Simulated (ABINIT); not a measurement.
**Band-structure run of AlRu (part 4 of 4)**

The same run, continued: AlRu (Pm-3m, 2 atoms in the cell); Kohn-Sham DFT of a periodic cell, PBEsol, PseudoDojo NC SR PBEsol v0.4.1 standard, no spin polarisation (ABINIT 10.8.3); cutoff 1142.88 eV, 9×9×9 k-mesh, fermi-dirac of 0.05 eV. The structure derives from an entry of the Crystallography Open Database.

Geometry of the input (Å; fractional positions):
```
2.9916  0.0000  0.0000
0.0000  2.9916  0.0000
0.0000  0.0000  2.9916
Ru 0.5000  0.5000  0.5000
Al 0.0000  0.0000  0.0000
```

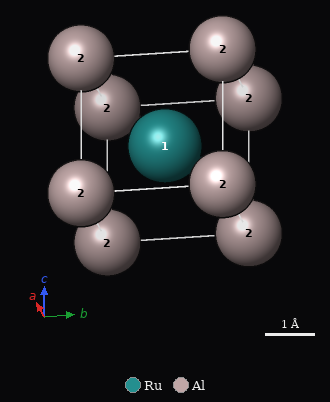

Fig. 1: The structure (spheres-only view of the cell of the calculation, seen at an oblique angle; atoms are numbered from 1 in the order of the input). An atom can appear more than once, as a periodic image.

Summary

| quantity | value |
| --- | --- |
| outcome | converged |
| space group (tolerance 0.01 Å) | Pm-3m (221) |
| electrons treated | 19 |
| free energy | −2813.4077 eV |
| Fermi energy | 12.840 eV |
| gap on the k-point mesh | none (metallic) |
| pressure | −3.25 GPa |
| largest force (length of the vector) | under 0.001 eV/Å |
| hardware | 1 thread of Intel Xeon (Sapphire Rapids), 16 GiB of memory available, shared host |
| wall time | 64 s |
| peak memory | 0.1 GiB |
